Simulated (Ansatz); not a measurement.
# CdSe: band-structure calculation (part 2 of 2)

Continued. System: CdSe (2 atoms in the cell). Method: DFT, HSE06, plane waves, PAW, no spin polarisation (Ansatz 0.2.0); cutoff 420 eV, 6×6×6 k-mesh, fixed occupations. The structure was built on a prototype by a generator. The geometry comes from this level: r2SCAN (a point of a series of strains). It belongs to a series of runs on one base structure; here: epitaxial_111 strain -3.0%.

Geometry of the input (Å; fractional positions):
```
0.1164  3.0922  3.0922
3.0922  0.1164  3.0922
3.0922  3.0922  0.1164
Cd 0.0042  0.0042  0.0042
Se 0.2458  0.2458  0.2458
```

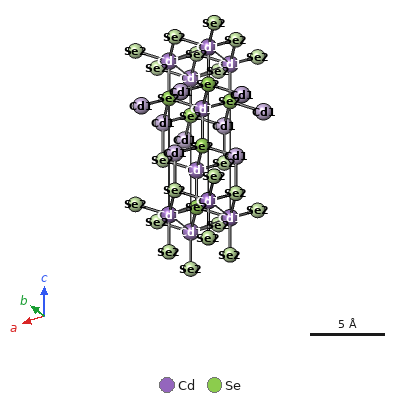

Fig. 1: The input geometry (ball-and-stick view of the cell 3 times as large as that of the calculation, set on its symmetry axes, seen at an oblique angle; neighbours outside the cell are drawn fainter; atoms are numbered from 1 in the order of the input). An atom can appear more than once, as a periodic image.

Output, continued
```
  k-point 2: bands = ["-99.7434", "-59.4732", "-59.4732", "-59.4687", "-43.2447", "-43.2381", "-43.2381", "-43.2236", "-43.2236", "-6.3852", "-2.1135", "-2.1026", "-1.8045", "-1.7837", "-1.7281", "3.3221", "6.2061", "6.4875", "10.3114", "14.3428", "14.5672", "14.8077"]
  k-point 31: bands = ["-99.7433", "-59.4732", "-59.4732", "-59.4686", "-43.2448", "-43.2382", "-43.2382", "-43.2236", "-43.2236", "-6.3207", "-2.0819", "-2.0819", "-1.7864", "-1.7864", "-1.5310", "2.1423", "6.3695", "6.3695", "10.7852", "14.8226", "14.8226", "15.3390"]
```

File bands.tsv
```
# k_distance	band_0	band_1	band_2	band_3	band_4	band_5	band_6	band_7	band_8	band_9	band_10	band_11	band_12	band_13	band_14	band_15	band_16	band_17	band_18	band_19	band_20	band_21
# fermi_ev = 7.117026
# lock_threshold_ev = 1e-6
# [0, 0, 0] at k_distance = 0.000000
# [-0.5, -0.5, 0] at k_distance = 1.036591
# [-0.375, -0.375, 0.25] at k_distance = 1.396186
# [-0.375, 0, 0.375] at k_distance = 2.034897
# [0, 0, 0.5] at k_distance = 2.673608
# [-0.5, -0.25, 0.25] at k_distance = 3.392798
# levels_relative_to = fermi_ev
# free_energy_ev = -13730.103753
# largest_residual_norms_ev = 1.819e-4 5.783e-5 6.040e-5 5.877e-5 8.715e-5 9.893e-5 8.216e-5 8.166e-5 9.780e-5 4.616e-4 1.173e-3 1.258e-3 1.361e-3 2.387e-3 1.258e-3 4.737e-4 7.233e-4 8.051e-4 7.594e-4 9.118e-4 1.122e-3 1.630e-3
0.000000	-106.860347	-66.590252	-66.590252	-66.585797	-50.361706	-50.355151	-50.355151	-50.340636	-50.340636	-13.822424	-9.316190	-9.290325	-9.290325	-8.918772	-8.918772	-0.314095	0.000000	0.000000	1.422072	6.508849	7.126364	7.126364
1.036591	-106.860376	-66.590290	-66.590202	-66.585662	-50.361815	-50.355189	-50.355132	-50.340648	-50.340605	-13.278161	-9.089856	-9.047989	-9.037450	-8.859854	-8.488036	-4.472557	-2.256413	-1.925632	3.718351	4.749793	10.093894	11.474227
1.396186	-106.860384	-66.590295	-66.590222	-66.585646	-50.361814	-50.355177	-50.355159	-50.340642	-50.340609	-13.295401	-9.126473	-9.086076	-8.992157	-8.886342	-8.418371	-4.406596	-2.903430	-1.578730	4.774187	5.835768	9.094958	9.737935
2.034897	-106.860370	-66.590375	-66.590124	-66.585669	-50.361804	-50.355188	-50.355121	-50.340641	-50.340618	-13.284968	-9.142258	-9.078423	-8.983038	-8.892658	-8.386349	-4.339915	-2.753985	-1.877723	4.248346	6.407248	9.091499	9.560627
2.673608	-106.860379	-66.590278	-66.590259	-66.585719	-50.361773	-50.355180	-50.355110	-50.340652	-50.340622	-13.396549	-9.209295	-9.205371	-8.908284	-8.883512	-8.549694	-4.761433	-1.095199	-0.812502	3.152037	7.250302	7.296845	8.408248
3.392798	-106.860378	-66.590361	-66.590148	-66.585652	-50.361812	-50.355182	-50.355138	-50.340639	-50.340616	-13.279697	-9.122329	-9.097822	-8.957666	-8.911727	-8.361480	-4.327268	-2.588612	-2.402380	5.787275	6.267494	7.506117	8.544276
```

File v_z.tsv
```
# z_ang	v_es[eV]	v_tot[eV]
# format = ansatz-planar-average/11
# xc	hse06
# density_cutoff_ev	1680
# datasets	Cd=:simpson_from_first_knot:soft:fock:shift=0	Se=:simpson_from_first_knot:soft:fock:shift=0
# lattice	0.116431295	3.092178832	3.092178832
# lattice	3.092178832	0.116431295	3.092178832
# lattice	3.092178832	3.092178832	0.116431295
# sites	2
# site	48	0.026181105	0.026181105	0.026181105
# site	34	1.549016135	1.549016135	1.549016135
0.000000	3.140979e0	-6.118589e0
0.145818	2.392474e0	-7.094458e0
0.291637	1.979811e0	-7.619823e0
0.437455	1.961319e0	-7.665453e0
0.583273	2.258985e0	-7.328550e0
0.729092	2.780460e0	-6.697049e0
0.874910	3.467366e0	-5.825458e0
1.020729	4.266833e0	-4.758627e0
1.166547	5.093116e0	-3.596568e0
1.312365	5.839537e0	-2.474986e0
1.458184	6.448775e0	-1.469918e0
1.604002	6.989619e0	-5.263012e-1
1.749820	7.580975e0	4.715781e-1
1.895639	8.314162e0	1.604469e0
2.041457	9.212467e0	2.887860e0
2.187275	1.013718e1	4.178420e0
2.333094	1.084673e1	5.203462e0
2.478912	1.122171e1	5.839623e0
2.624731	1.133932e1	6.143243e0
2.770549	1.126805e1	6.124808e0
2.916367	1.102515e1	5.877320e0
3.062186	1.058273e1	5.431665e0
3.208004	9.899921e0	4.587237e0
3.353822	9.038417e0	3.325760e0
3.499641	8.117005e0	1.876218e0
3.645459	7.222262e0	3.996464e-1
3.791277	6.383675e0	-1.032029e0
3.937096	5.591364e0	-2.384118e0
4.082914	4.822514e0	-3.664219e0
4.228733	4.011068e0	-4.911253e0
```

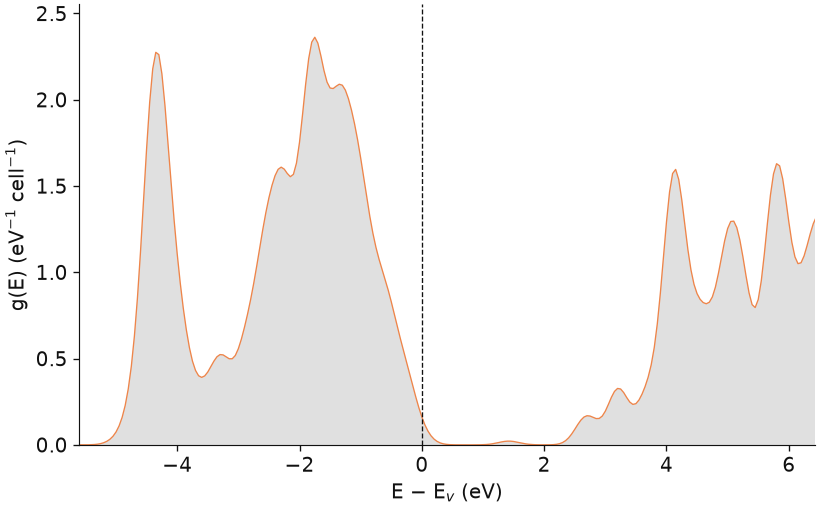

Fig. 2: Density of states (the curve is built from the levels of the k mesh with Gaussians 0.4 eV wide, which also blur the band edges), with energies from the valence-band top. There is a gap of 1.42 eV on the k-point mesh. Small ripples come from the finite k-point mesh.

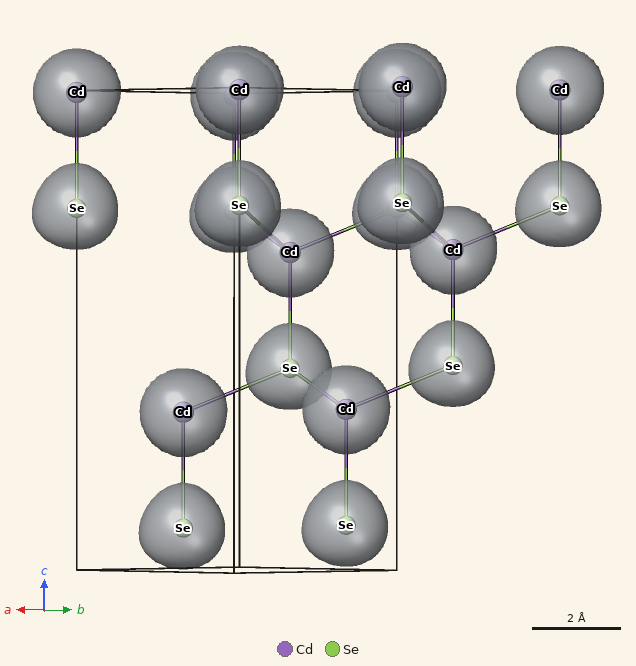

Fig. 3: Isosurface of the valence charge density (pseudo) at 0.6 e/Å³ (grey), seen at an oblique angle. Sticks mark near contacts. The outline is the cell set on symmetry axes. At this value the density breaks into separate islands; it holds about 80 % of the electrons treated as valence (semicore included). It is pinched off along the Cd–Se (2.63 Å) contacts. On the grid the lowest density along these lines, outside the cores, is 0.38 e/Å³ (Cd–Se, 2.63 Å). In a PAW calculation such maps are meaningful between the atoms, not at the nuclei.

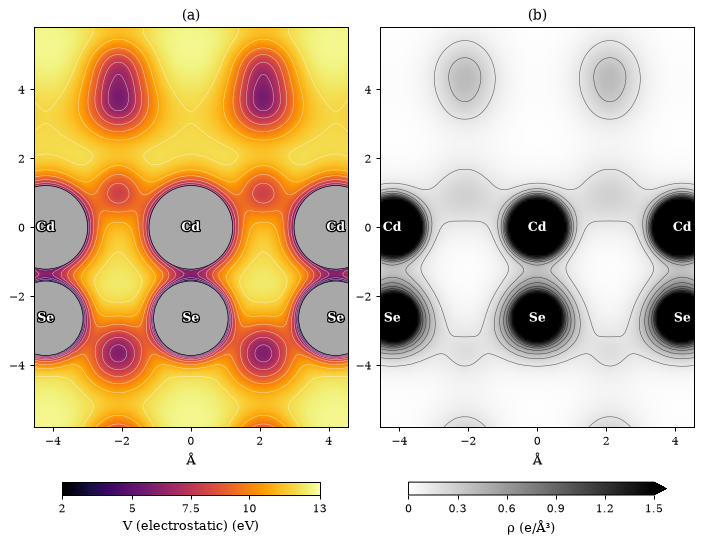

Fig. 4: (a) electrostatic potential energy of an electron; (b) valence pseudo-density on the (100) plane of the conventional cell. Grey discs, where drawn, cover atomic cores. Cd–Se (2.64 Å): ρ at the midpoint is about 0.38 e/Å³. Away from the nuclei the density in this plane falls to 0.008 e/Å³ at its lowest. Outside the cores the potential energy rises away from the atoms and is highest about 2.5 Å from the nearest atoms; outside the discs it spans about 10 eV, and its zero is arbitrary.

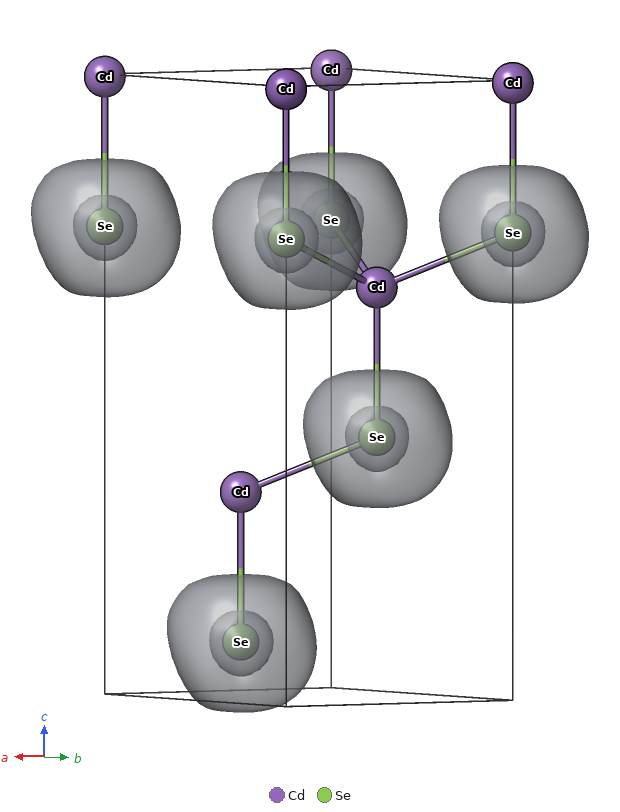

Fig. 5: Isosurface of the electron localisation function at 0.65 (grey), seen at an oblique angle. Core shells and regions of very low density are left out. Sticks mark near contacts. The outline is the cell set on symmetry axes. Profiles from the grid: Cd–Se (2.63 Å): the ELF is about 0.40 at the midpoint.

Results in brief

```json
{"quantity": "outcome", "value": "converged"}
{"quantity": "space group (tolerance 0.01 Å)", "value": "R3m (160)"}
{"quantity": "electrons treated", "value": "36"}
{"quantity": "free energy", "value": "−13730.1038 eV"}
{"quantity": "Fermi energy", "value": "7.117 eV"}
{"quantity": "gap on the k-point mesh", "value": "1.42 eV"}
{"quantity": "pressure", "value": "1.98 GPa"}
{"quantity": "largest force (length of the vector)", "value": "0.023 eV/Å"}
{"quantity": "wall time", "value": "36 s (CPU time 54 s)"}
{"quantity": "peak memory", "value": "2.9 GiB"}
```

Warnings of the run: the exchange loop's threshold is looser than advised for the stress; the SCF threshold is looser than advised for the printed stress.
